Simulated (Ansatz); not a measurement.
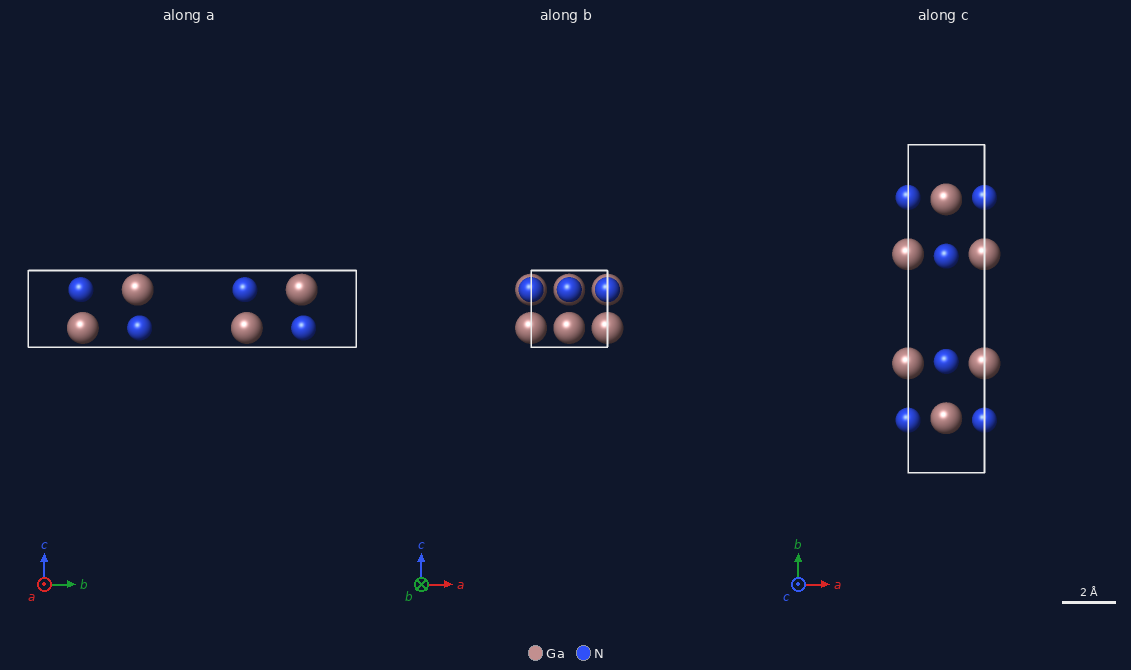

Shown here is a spheres-only view of the crystal, taken along the a axis, along the b axis and along the c axis. The lines enclose the conventional unit cell; boundary atoms appear with their images.

Lattice parameters: a = 2.909 Å, b = 12.491 Å, c = 2.913 Å, α = 90.00°, β = 90.00°, γ = 90.00°. Put a along x and b in the xy plane.

**From the views, write a POSCAR file, with free fractional coordinates to two decimals.**

```
Ga N
1.0
     2.909    0.000    0.000
     0.000   12.491    0.000
     0.000    0.000    2.913
Ga N
4 4
Direct
  0.50 0.83 0.75
  0.00 0.67 0.25
  0.00 0.33 0.75
  0.50 0.17 0.25
  0.50 0.66 0.75
  0.00 0.84 0.25
  0.00 0.16 0.75
  0.50 0.34 0.25
```

The model was built from a structure type filled with these elements by a generator (whether the compound takes this form wasn't checked). Relaxation method: DFT PBE, scalar-relativistic, plane waves, PAW in Ansatz 0.2.0.
